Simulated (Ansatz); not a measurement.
# A series of single points on TaN

System: TaN (2 atoms in the cell).
Method: Kohn-Sham DFT of a periodic cell, PBE, JTH PAW, no spin polarisation (Ansatz 0.2.0).

The 6 runs differ only in the geometry, by an even scaling of the cell at fixed fractional positions. The structure was built on a prototype by a generator; it need not be a known phase.

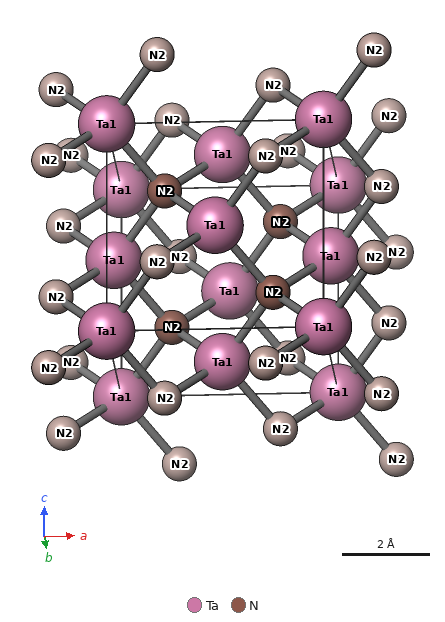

Figure 1. The structure of run 4 (ball-and-stick view of the cell 4 times as large as that of the calculation, set on its symmetry axes, seen at an oblique angle; neighbours outside the cell are drawn fainter; atoms are numbered from 1 in the order of the input).

### Input of run 4
```yaml
crystal:
  lattice:
    - [0.0, 2.5076418917, 2.5076418917]
    - [2.5076418917, 0.0, 2.5076418917]
    - [2.5076418917, 2.5076418917, 0.0]
  atoms:
    - { symbol: Ta, position: [0.0, 0.0, 0.0] }
    - { symbol: "N", position: [0.25, 0.25, 0.25] }
hamiltonian:
  xc: pbe
  pseudopotentials: { kind: paw, source: jth }
kpoints:
  mp_grid: { grid: [9, 9, 9] }
scf:
  occupations: { method: fermi_dirac, width: 0.05 }
output:
  forces: true
  stress: true
  eigenvalues: true
```

Command:
```bash
ansatz run input.yaml --threads 2 --pin off --max-ram 5632MiB --backend cpu --events-out ev --progress --plain --runs-dir out
```

Lattice vectors (Å) and fractional positions of run 4:
```
   0.000000    2.507642    2.507642
   2.507642    0.000000    2.507642
   2.507642    2.507642    0.000000
Ta  0.000000  0.000000  0.000000
N   0.250000  0.250000  0.250000
```

Run 5 differs from it as follows:
```diff
-    - [0.0, 2.5076418917, 2.5076418917]
-    - [2.5076418917, 0.0, 2.5076418917]
-    - [2.5076418917, 2.5076418917, 0.0]
+    - [0.0, 2.5239257368, 2.5239257368]
+    - [2.5239257368, 0.0, 2.5239257368]
+    - [2.5239257368, 2.5239257368, 0.0]
```

### Results, with one run withheld

```tsv
run	volume per atom (Å³)	free energy per atom, from the lowest run given (meV)	pressure (GPa)
1	14.532	0.00	−16.03
2	14.841	34.42	−19.57
3	15.460	121.78	−25.45
4	15.769	173.28	−27.87
5	16.078	?	?
6	16.387	288.86	−31.85
```

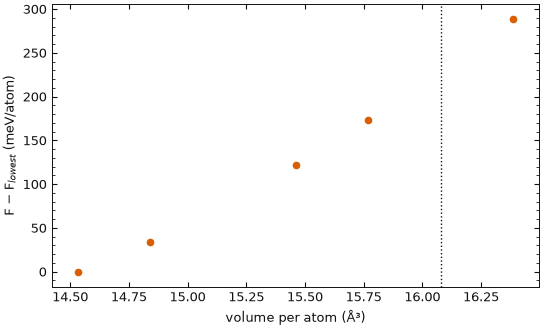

Figure 2. Free energy per atom of the runs given; the dotted line marks run 5.

What should run 5 give?

A cubic polynomial in V^(−2/3) (the Birch–Murnaghan form), fitted to the 5 runs given, misses them by at most 0.03 meV per atom. With x = V^(−2/3) − 0.16173 Å⁻², it reads F = 108.49 − 21997 x + 7.1937e+05 x² + 7.6808e+05 x³ (meV per atom). At run 5 it gives 229.11 meV per atom, and the run itself gives 229.15. The slope of the fit gives a pressure −dF/dV of −30.01 GPa there, and the run prints −29.99 GPa. The fit has no minimum inside this range.

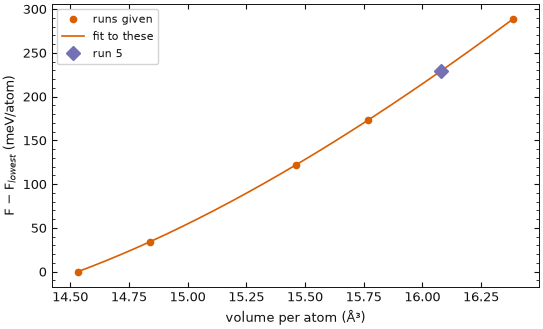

Figure 3. The fit and the withheld run.

### Output, shortened to warnings, some set-up lines, iterations and results (run 5)
```
Warning: [file] the checks of this Ta dataset prove no rule for summing its radial tables, as where they were carried onto another mesh than they were made on, and Gregory's rule is taken, under which a leading mesh point left out moves its sums only by what lay on the interval it spanned. That does not make them correct, and they differ from Quantum ESPRESSO's on this file; a re-export a …
Warning: [file] the checks of this N dataset prove no rule for summing its radial tables, as where they were carried onto another mesh than they were made on, and Gregory's rule is taken, under which a leading mesh point left out moves its sums only by what lay on the interval it spanned. That does not make them correct, and they differ from Quantum ESPRESSO's on this file; a re-export a fraction …
Basis set: ecut = 1320 eV, 3479 PW (Γ), exchange–correlation on 90×90×90 points (8 copies of the dense FFT grid, shifted against one another)
Symmetry: 24 space group operations
k-points: 35 of 729 (time reversal used)
Initial density: superposition of atomic densities (chi_scale 0.1, normalization cell, long waves kept (reshape's long-wave potential 0.00 eV rms))
[...]
SCF iter   1: F=—  HF=-10277.990286 eV  |F-HF|=—  |Δ(HF+E_count)|=         —  Δρ=5.02e-2  dr2=1.07e0  ethr=3.10e-3  ⟨swp⟩=6.5  Hψ=3113  notcnv=0
SCF iter   2: F=—  HF=-10277.882394 eV  |F-HF|=—  |Δ(HF+E_count)|=   1.08e-1  Δρ=3.00e-2  dr2=3.87e-1  ethr=3.10e-3  ⟨swp⟩=1.3  Hψ=751  notcnv=0
SCF iter   3: F=—  HF=-10277.831808 eV  |F-HF|=—  |Δ(HF+E_count)|=   5.06e-2  Δρ=2.93e-3  dr2=2.65e-3  ethr=2.15e-3  ⟨swp⟩=2.1  Hψ=703  notcnv=0
SCF iter   4: F=—  HF=-10277.832120 eV  |F-HF|=—  |Δ(HF+E_count)|=   3.12e-4  Δρ=9.51e-4  dr2=1.72e-4  ethr=1.47e-5  ⟨swp⟩=2.2  Hψ=985  notcnv=0
SCF iter   5: F=—  HF=-10277.832313 eV  |F-HF|=—  |Δ(HF+E_count)|=   1.93e-4  Δρ=1.83e-4  dr2=6.34e-6  ethr=9.57e-7  ⟨swp⟩=2.0  Hψ=601  notcnv=0
SCF iter   6: F=—  HF=-10277.832340 eV  |F-HF|=—  |Δ(HF+E_count)|=   2.66e-5  Δρ=2.69e-5  dr2=1.54e-7  ethr=3.52e-8  ⟨swp⟩=2.0  Hψ=632  notcnv=0
SCF iter   7: F=-10277.832340 eV  HF=-10277.832340 eV  |F-HF|=5.00e-10  |Δ(HF+E_count)|=   1.59e-7  Δρ=1.88e-6  dr2=6.27e-10  ethr=5.56e-10  ⟨swp⟩=6.4  Hψ=2430  notcnv=0
SCF 1 converged in 7 iterations: F = -10277.832340 eV  dr2 = 6.27e-10
SCF converged after 7 iterations
Free energy (F): -10277.832340 eV
Harris-Foulkes:  -10277.832340 eV  (|F-HF|=5.00e-10)
Internal energy: -10277.817872 eV  (E = F + TS)
E sigma→0 (E₀):  -10277.825106 eV
Entropy (-TS):   -0.014468 eV (-7.234 meV/atom)
Fermi energy:    13.043024 eV
--- Per-component energies (eV) ---
  E_band       = -186.957348
  E_kinetic    = 313.344331
  E_local      = -423.791774  (includes V_loc(G=0)·N_el)
  E_nonlocal   = -315.273079
  E_hartree    = 348.602215
  E_xc         = -291.837756
  E_vxc        = -190.898400  (∫ρ·V_xc dr)
  E_paw        = -8491.512140  (= ΣΔE_a)
  E_vpaw       = -267.542619  (= ΣTr[D̂ρ^β])
  E_aug_tail   = 0.000128  (compensation charges beyond the density's cutoff)
  E_ewald      = -1417.349798
  E_smearing   = -0.014468  (= −TS)
  E_closure    = -0.000000  (closes the sum)
  Σ components = -10277.832340   (vs F -10277.832340, Δ=0.00e0)
--- Forces (eV/Å), atoms counted from 1 ---
  atom   1  Ta     0.00000000    -0.00000000     0.00000000
  atom   2  N     -0.00000000     0.00000000     0.00000000
  max |Σ_I F_I| component: 1.48e-16 eV/Å
--- Stress (GPa, compression-positive) ---
      -29.990587      -0.000000      -0.000000
       -0.000000     -29.990587      -0.000000
       -0.000000      -0.000000     -29.990587
  P = ⅓ Tr σ = -29.9906 GPa (-299.906 kbar)
```

Notes: Spin–orbit coupling is left out, which matters for Ta.
